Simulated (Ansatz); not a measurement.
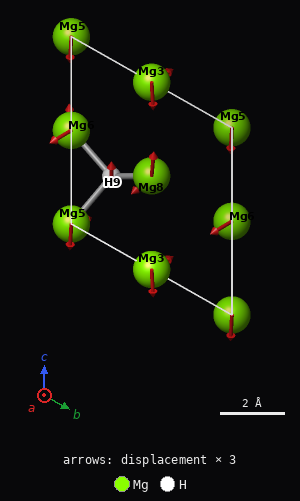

This is a relaxation of crystalline Mg₈H (set up in Imm2) (coarse preliminary run). The starting structure is drawn; red arrows show the displacements (the part carried along by the change of the cell is left out), magnified 3 times.

Style: ball-and-stick. Shown: the cell of the calculation, along the a axis.

Case: 1 H put on empty site 2 of 8 host cells, relaxed.

Computed with Ansatz, DFT PBE, scalar-relativistic, plane waves, PAW. Set-up: plane-wave cutoff 420 eV; k-point mesh 4 × 4 × 4; occupations gaussian; smearing width 0.1 eV; no spin polarisation; cell and atoms relaxed; force threshold 0.0325 eV/Å; at most 70 steps.

Atoms of which element are displaced furthest, and by how much?

Answer. Magnesium: up to 0.35 Å, against 0.20 Å for hydrogen.

What happened in the run?

Answer. The energy falls by 28.2 meV per atom in 6 accepted moves (8 points after the start). The largest force component goes from 0.18 to 0.018 eV/Å. The pressure goes from 0.62 to −0.03 GPa. The line search rejected the trial step at point 4 of the run. The SCF was repeated once at an unchanged geometry on a basis and grid sized afresh for the cell, which shifted the energy by 0.1 meV per atom at most. The largest moves relative to the cell, 0.35 Å, are those of Mg atoms. By element the largest moves are Mg 0.35 Å, H 0.20 Å. The drawn cell changes as follows: a = b = c 6.203 → 6.288 Å (+1.4 %), α 108.7° → 105.8°, β 108.7° → 105.1°, γ 111.0° → 117.9°; the volume changes by +2.5 %. Some distances before and after: H–Mg 2.021 → 2.008 Å, H–Mg 1.976 → 1.983 Å. Among the angles between lasting bonds that change: Mg–H–Mg 126.9° → 104.2°, Mg–H–Mg 125.6° → 113.2°, Mg–H–Mg 101.8° → 109.8°. The space group stays Imm2 (No. 44). The run took 57 s on 2 threads of Arm Neoverse V1 (shared host), peak memory 0.47 GiB.
